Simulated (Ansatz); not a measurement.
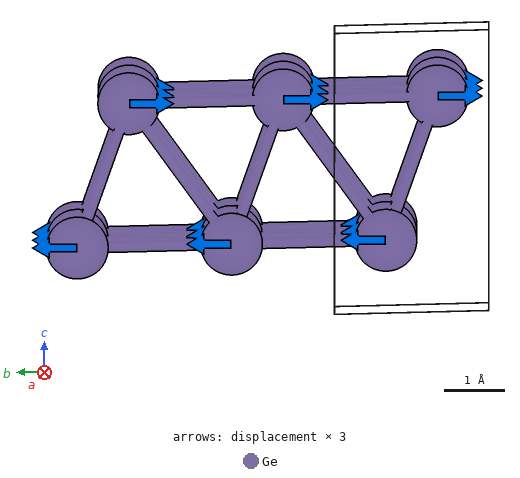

A symmetric starting cell of Ge. The blue arrows show how the atoms are displaced (without the part that the change of the cell carries along), magnified 3 times. Besides, the cell is strained by +3.3 % along [1 2 0], −0.4 % along c, −4.5 % along a (volume −1.7 %). The picture is a ball-and-stick view of the cell of the calculation, reduced to other axes, repeated 3 × 3 × 1 with one cell outlined, seen from a free direction. Lengths and directions refer to the drawn axes.

Theory: DFT PBE, scalar-relativistic, plane waves, PAW (Ansatz 0.2.0). (plane-wave cutoff 420 eV; k-point mesh 14 × 14 × 8; occupations gaussian; smearing width 0.1 eV; no spin polarisation)

**How are the atoms displaced, and what does the calculation give?**

Atoms are displaced by 0.26 Å relative to the cell. No relaxation follows. The starting cell wasn't computed here and needn't be at equilibrium, so pressure and forces aren't due to the change alone. The pressure is 5.9 GPa (not all of it need come from the change, since the unchanged cell can be under pressure at this level too). The principal stresses (compression positive) are 10.0 GPa along c, 4.4 GPa along [1 2 0], 3.2 GPa along a. The largest forces, 0.03 eV/Å, act on 2 Ge atoms of the calculation's cell. Near-neighbour distances before and after: Ge–Ge 2.926 → 2.676 to 3.092 Å, Ge–Ge 2.976 → 2.841 Å, Ge–Ge 2.991 → 3.033 Å. The space group stays Cmcm (No. 63).
